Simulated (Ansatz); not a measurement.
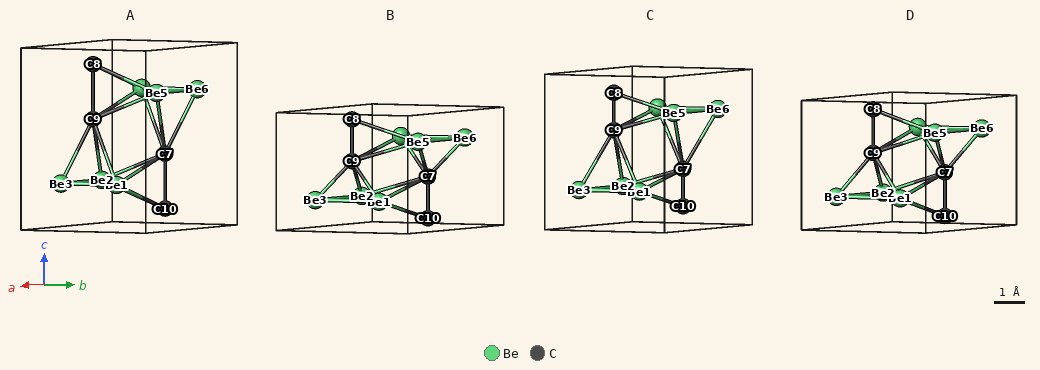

4 geometries from one relaxation of a crystal of Be$_{3}$C$_{2}$ (a generated structure, set up in P6_3/mmc) (coarse preliminary run), in shuffled order. The picture is a ball-and-stick view of the cell of the calculation, seen from a free direction.

Theory: DFT PBE, scalar-relativistic, plane waves, PAW (Ansatz 0.2.0). Set-up: plane-wave cutoff 420 eV; k-point mesh 6 × 6 × 4; occupations gaussian; smearing width 0.1 eV; no spin polarisation; cell and atoms relaxed; force threshold 0.04 eV/Å; at most 70 steps.

Q: Order the frames from highest to lowest energy.

A: A, C, D, B. They are steps 0, 3, 6, 12, at +1141 meV per atom, +644 meV per atom, +154 meV per atom relative to the last. The largest moves relative to the cell, 0.11 Å, are those of Be and C atoms. Largest moves by element: C 0.11 Å, Be 0.11 Å. The volume changes by −28.5 %, with a = b 4.421 → 4.649 Å (+5.2 %), c 6.257 → 4.048 Å (−35.3 %). Among the contacts that change: Be–C 2.463 → 1.845 Å, C–C 1.889 → 1.436 Å, Be–Be 1.974 → 2.258 Å, Be–Be 2.448 → 2.391 Å. The space group stays P6_3/mmc (No. 194). After 11 accepted moves (12 points after the start) the energy has fallen by 1141 meV per atom. Largest force component: 2.4 eV/Å at the start, 0.0045 eV/Å at the end. Pressure: −19.47 GPa at the start and 0.05 GPa at the end. The SCF was repeated once at an unchanged geometry on a basis and grid sized afresh for the cell, which shifted the energy by 0.4 meV per atom at most.

Limits of the set-up: layers or molecules are held without a dispersion correction, so their spacing is unreliable.
